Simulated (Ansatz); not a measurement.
TaN

Input

```
crystal:
  lattice:
    a: 5.191
    b: 5.191
    c: 2.908
    alpha: 90.0
    beta: 90.0
    gamma: 120.0
  space_group: 191
  atoms:
    - { symbol: Ta, position: [0.0, 0.0, 0.0] }
    - { symbol: Ta, position: [0.3333333333333333, 0.6666666666666666, 0.5] }
    - { symbol: "N", position: [0.5, 0.0, 0.0] }
basis:
  ecutwfc: 550.0
kpoints:
  mp_grid:
    kspacing: 0.26
hamiltonian:
  xc: pbe
  pseudopotentials:
    kind: paw
scf:
  convergence:
    dr2_threshold: 1.0e-09
  occupations:
    method: cold
relax:
  f_tol: 0.02
  cell:
    fix: [shape]
output:
  write_density: true
  write_potential: true
  volumetric_format: npy
  elf: true
```

Command:

```sh
python tan_vcrelax.py
```

Below, planes, directions and counts refer to the conventional cell (a = 5.24 Å, b = 5.24 Å, c = 2.94 Å, α = 90.00°, β = 90.00°, γ = 120.00°).

The fields are those of the relaxed geometry.

Space group P6/mmm.

The calculation used Ansatz 0.2.0, DFT PBE, plane waves, PAW.

Q: What will maps of the valence pseudo-density and electron localisation function show?

A: Ta–N (2.11 Å): ρ at the midpoint is about 0.71 e/Å³; the ELF peaks at about 0.85 in the valence shell of N, 0.6 Å from its nucleus, and is about 0.25 at the midpoint (no shared electron pair shows on this line).
Ta–Ta (2.94 Å): ρ at the midpoint is about 0.28 e/Å³; the ELF is about 0.15 at the midpoint: no localised pair shows between them.

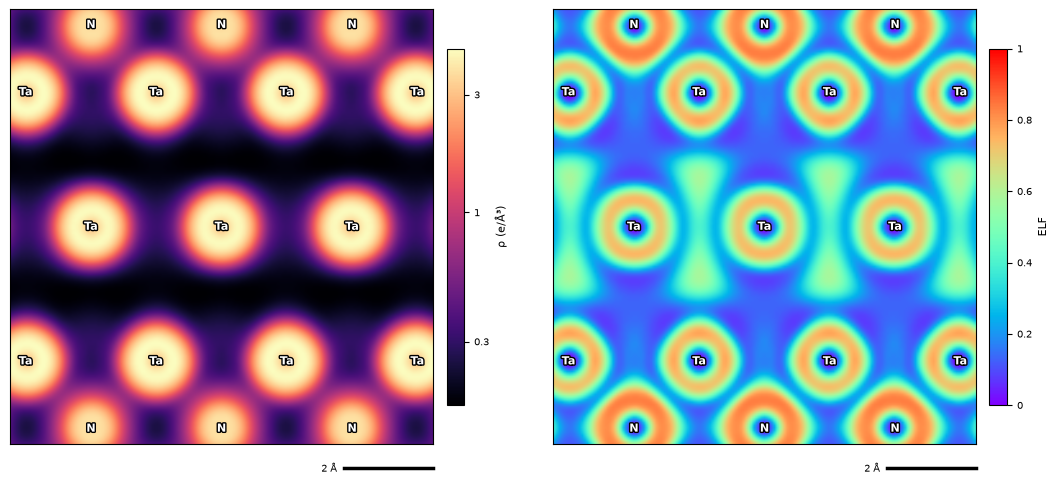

Computed valence pseudo-density and electron localisation function on the (110) plane of the conventional cell, in this order. 

Core electrons are frozen (PAW), and the valence fields are smoothed inside the atomic spheres.
